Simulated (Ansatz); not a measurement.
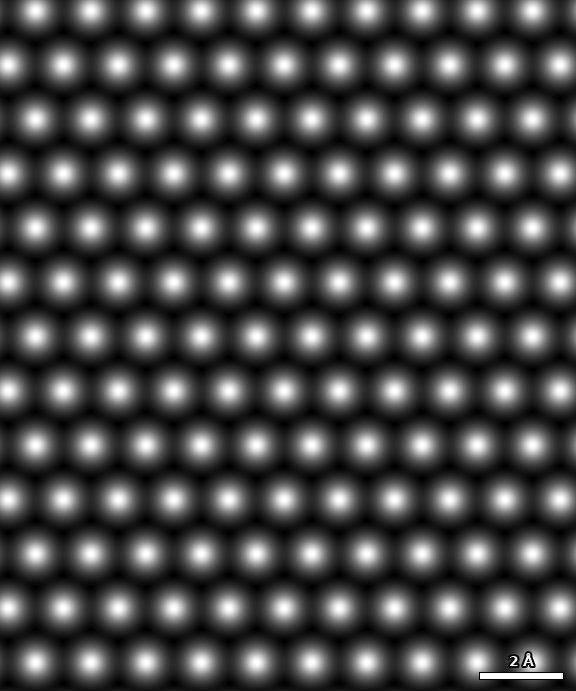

Map of the projected electrostatic potential of Nb (Fddd, No. 70) along [001]. Computed as the sum of neutral-atom potentials (tabulated electron scattering factors, B = 0.5 Å²) projected along the beam and smoothed by 0.25 Å; brighter is more positive. The display is stretched by a gamma of 0.6; percentages refer to the linear signal. Atomic positions: the geometry relaxed with Ansatz, DFT, PBEsol, plane waves (420 eV) with PAW, scalar-relativistic; the starting structure was generated, so it need not be a known form of this composition.

### Describe what the image shows.

The columns repeat on a centred rectangular net of 1.36 × 2.68 Å (plane group c2mm). All columns are alike (Nb). The shortest distance between visible columns is 1.36 Å in projection. Along the beam the structure repeats every 9.77 Å.
